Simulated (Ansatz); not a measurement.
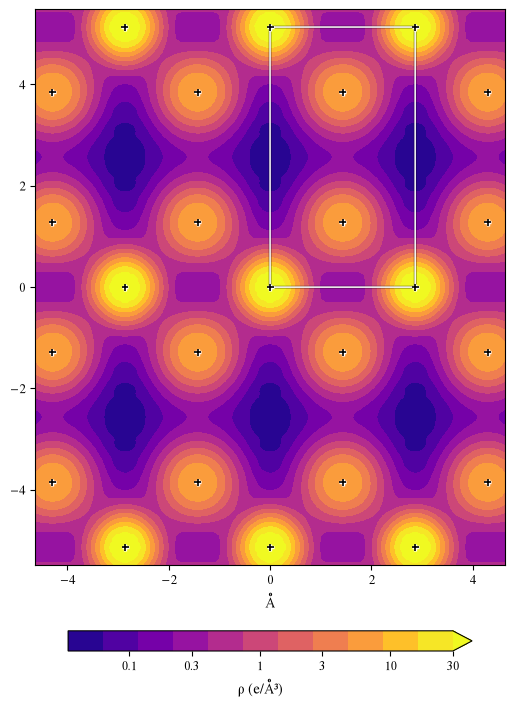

The valence charge density (pseudo) on a plane through atoms (crosses mark nuclei in the plane).

Theory: Ansatz 0.2.0, DFT PBE, scalar-relativistic, plane waves, PAW.

Candidates:
A. CuO, a = 2.86 Å, b = 2.86 Å, c = 5.13 Å, α = 90.01°, β = 90.01°, γ = 89.90°. Space group Cccm; changed on purpose from its base cell (volume × 0.94, shape and atoms relaxed); computed pressure about 10 GPa in this cell; computed without spin polarisation.
B. CdSe, a = 4.43 Å, b = 4.43 Å, c = 7.22 Å, α = 90.00°, β = 90.00°, γ = 120.00°. Space group P6₃mc; changed on purpose from its base cell (volume × 1.03, shape and atoms relaxed).

Question: Which system is this?

Answer: Candidate A: CuO on the (100) plane of the standardised cell, which holds Cu and O. Cu–O (1.92 Å): the density is about 0.69 e/Å³ at the midpoint.
